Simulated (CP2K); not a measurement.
# Lu: 6 runs along one coordinate

System: Lu (Im-3m, 1 atom in the cell).
Method: Kohn-Sham DFT of a periodic cell, PBE, GTH-PBE with UZH-DZVP basis, no spin polarisation (CP2K 2026.2).

The 6 runs differ only in the geometry, by an even scaling of the cell at fixed fractional positions. The structure derives from a Materials Project entry.

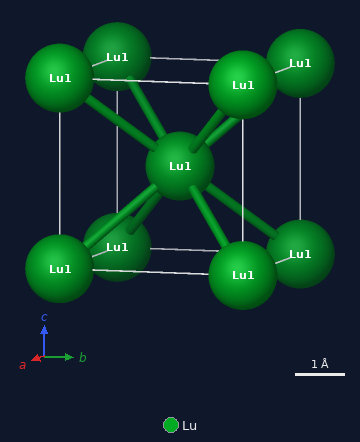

Figure 1. The structure of run 4 (ball-and-stick view of the cell 2 times as large as that of the calculation, set on its symmetry axes, seen slightly off an axis; atoms are numbered from 1 in the order of the input).

## Input of run 4
```
&GLOBAL
  PROJECT lu_eos
  RUN_TYPE ENERGY_FORCE
  PRINT_LEVEL LOW
&END GLOBAL
&FORCE_EVAL
  METHOD QS
  STRESS_TENSOR ANALYTICAL
  &DFT
    BASIS_SET_FILE_NAME BASIS_MOLOPT_UCL
    POTENTIAL_FILE_NAME GTH_POTENTIALS
    WFN_RESTART_FILE_NAME previous-RESTART.kp
    &MGRID
      CUTOFF 450
      REL_CUTOFF 60
      NGRIDS 4
    &END MGRID
    &QS
      METHOD GPW
      EPS_DEFAULT 1.0E-10
    &END QS
    &KPOINTS
      SCHEME MONKHORST-PACK 10 10 10
      GAMMA_CENTERED T
      SYMMETRY T
      SYMMETRY_BACKEND SPGLIB
    &END KPOINTS
    &SCF
      SCF_GUESS RESTART
      EPS_SCF 1.0E-6
      MAX_SCF 100
      ADDED_MOS 8
      CHOLESKY OFF
      EPS_EIGVAL 1.0E-7
      &DIAGONALIZATION ON
        ALGORITHM STANDARD
      &END DIAGONALIZATION
      &MIXING ON
        METHOD BROYDEN_MIXING
        ALPHA 0.4
        BETA 1.5
        NBUFFER 8
      &END MIXING
      &SMEAR ON
        METHOD FERMI_DIRAC
        ELECTRONIC_TEMPERATURE [K] 580.226
      &END SMEAR
    &END SCF
    &XC
      &XC_FUNCTIONAL
        &GGA_X_PBE
        &END GGA_X_PBE
        &GGA_C_PBE
        &END GGA_C_PBE
      &END XC_FUNCTIONAL
    &END XC
    &PRINT
      &KPOINTS ON
      &END KPOINTS
      &MULLIKEN ON
      &END MULLIKEN
      &MO ON
        ENERGIES T
        OCCUPATION_NUMBERS T
        &EACH
          QS_SCF 0
        &END EACH
        ADD_LAST NUMERIC
      &END MO
    &END PRINT
  &END DFT
  &SUBSYS
    &CELL
      ABC 3.4070281034 3.4070281034 3.4070281034
      ALPHA_BETA_GAMMA 109.4712206336 109.4712206348 109.4712206351
      PERIODIC XYZ
    &END CELL
    &COORD
      SCALED
      Lu  0.0000000000 0.0000000000 0.0000000000
    &END COORD
    &KIND Lu
      BASIS_SET DZVP-MOLOPT-SR-GTH-q25
      POTENTIAL GTH-PBE-q25
    &END KIND
    &PRINT
      &ATOMIC_COORDINATES ON
      &END ATOMIC_COORDINATES
      &CELL ON
      &END CELL
    &END PRINT
  &END SUBSYS
  &PRINT
    &FORCES ON
    &END FORCES
    &STRESS_TENSOR ON
    &END STRESS_TENSOR
  &END PRINT
&END FORCE_EVAL
```

Command:
```bash
OMP_NUM_THREADS=4 cp2k.psmp -i lu_eos.inp -o lu_eos.out
```

Run 5 has the same physical settings and fractional positions; its lattice vectors (Å) are:
```
   3.429152    0.000000    0.000000
  -1.143051    3.233036    0.000000
  -1.143051   -1.616518    2.799891
```

## Results, with one run withheld

```csv
run,volume per atom (Å³),"free energy per atom, from the lowest run given (meV)",pressure (GPa)
1,28.056,27.58,4.00
2,28.653,14.87,2.86
3,29.250,6.25,1.81
4,30.444,0.00,−0.06
5,31.041,?,?
6,31.638,6.70,−1.67
```

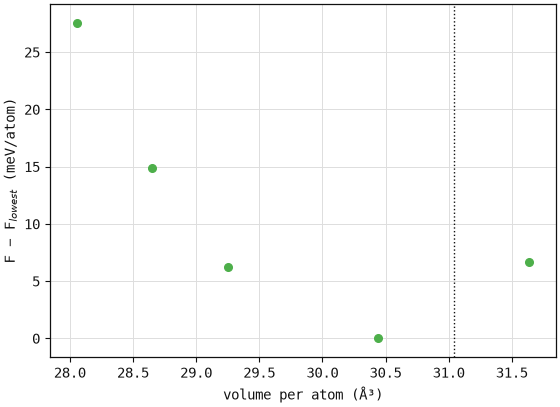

Figure 2. Free energy per atom of the runs given; the dotted line marks run 5.

What should run 5 give?

A cubic polynomial in V^(−2/3) (the Birch–Murnaghan form), fitted to the 5 runs given, misses them by at most 0.01 meV per atom. With x = V^(−2/3) − 0.10459 Å⁻², it reads F = 3.2327 + 3379.7 x + 8.7164e+05 x² − 4.7253e+06 x³ (meV per atom). At run 5 it gives 1.86 meV per atom, and the run itself gives 1.84. The slope of the fit gives a pressure −dF/dV of −0.91 GPa there, and the run prints −0.90 GPa. The fit has its minimum at 30.392 Å³ per atom, where V d²F/dV² gives 44.4 GPa: the bulk modulus at this level, since symmetry fixes the shape and the positions.

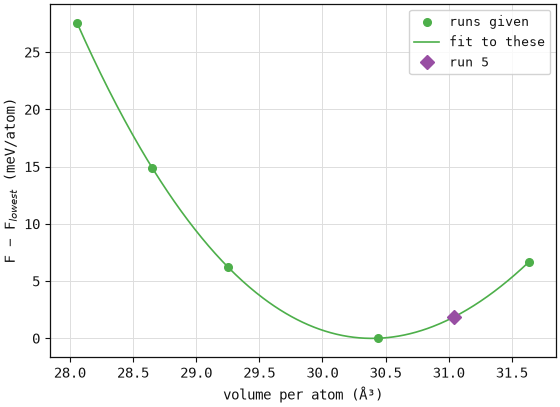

Figure 3. The fit and the withheld run.

## Some lines of the output (run 5)
```
[...]
 CELL| Volume [angstrom^3]:                                            31.041194
 CELL_REF| Volume [angstrom^3]:                                        31.041194
                        Smear method:                                FERMI_DIRAC
  Step     Update method      Time    Convergence         Total energy    Change
  Fermi energy:                                                 0.27196113385218
  Total energy:                                              -262.71583257261636
  Total energy (extrapolated to T->0):                       -262.71546555887409
 MO| E(Fermi):            0.271961 a.u.          7.400439 eV
```
